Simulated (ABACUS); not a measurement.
## Band-structure run, with input and output: Sn (part 3 of 3)

The same run, continued: Sn (2 atoms in the cell); Kohn-Sham DFT of a periodic cell, PBE, spin-orbit coupling, PseudoDojo NC FR 0.4 PBE stringent, no spin polarisation (ABACUS 3.10.1); cutoff 1401.39 eV, 4×4×4 k-mesh, fermi-dirac of 0.05 eV. The structure derives from an entry of the Crystallography Open Database.

Geometry of the input (Å; fractional positions):
```
0.0000  3.2333  3.2333
3.2333  0.0000  3.2333
3.2333  3.2333  0.0000
Sn 0.7500  0.7500  0.7500
Sn 0.5000  0.5000  0.5000
```

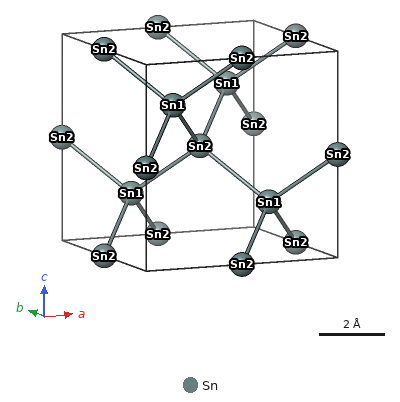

The structure as given in the input (ball-and-stick view of the cell 4 times as large as that of the calculation, set on its symmetry axes, seen slightly off an axis; atoms are numbered from 1 in the order of the input).

Standard output, continued
```
 -------------------------------------------
 START CHARGE      : atomic
 ITER     TMAGX      TMAGY      TMAGZ       AMAG        ETOT/eV          EDIFF/eV         DRHO     TIME/s
 GE1      1.53e-15  -2.26e-15   1.53e-15   6.82e-15  -1.20555925e+04   0.00000000e+00   2.2565e-02   4.28
 GE2      3.26e-16   1.93e-15   1.47e-15   5.81e-15  -1.20555891e+04   3.41162984e-03   1.4353e-02   3.06
 GE3      6.14e-16   3.03e-15   9.70e-16   6.97e-15  -1.20555926e+04  -3.53509306e-03   1.9950e-03   2.68
 GE4      3.21e-15  -2.70e-15   1.74e-15   7.78e-15  -1.20555934e+04  -7.25432311e-04   5.1086e-04   2.58
 GE5      1.36e-17  -2.11e-16   1.43e-15   5.77e-15  -1.20555934e+04  -3.83030269e-05   1.3390e-04   3.03
 GE6     -1.11e-15   3.91e-16   1.78e-16   6.49e-15  -1.20555934e+04  -2.44942975e-06   2.4528e-05   3.30
 GE7     -4.77e-15   1.06e-15   9.73e-16   9.33e-15  -1.20555934e+04  -4.95451914e-08   9.2040e-07   2.52
 GE8     -9.39e-16   1.63e-15  -5.44e-16   6.25e-15  -1.20555934e+04   2.66047670e-10   6.6905e-07   2.59
 GE9     -5.27e-17   2.67e-15   1.70e-15   6.73e-15  -1.20555934e+04  -6.86774219e-10   3.3924e-08   2.77
----------------------------------------------------------------
 TOTAL-STRESS (KBAR)
----------------------------------------------------------------
        48.2195311919         0.0000000002         0.0000000002
         0.0000000002        48.2195311918        -0.0000000002
         0.0000000002        -0.0000000002        48.2195311921
----------------------------------------------------------------
 TOTAL-PRESSURE: 48.219531 KBAR
```

Summary

| quantity | value |
| --- | --- |
| outcome | converged |
| space group (tolerance 0.01 Å) | Fd-3m (227) |
| electrons treated | 44 |
| free energy | −12055.5934 eV |
| Fermi energy of the self-consistent step | 9.794 eV |
| gap on the k-point mesh | none (metallic) |
| pressure | 4.82 GPa |
| largest force (length of the vector) | under 0.001 eV/Å |
| wall time | 33 s (CPU time 2.1 min) |
| peak memory | 0.64 GiB |

Notes

Points of doubt noted for this run: home made orbitals.
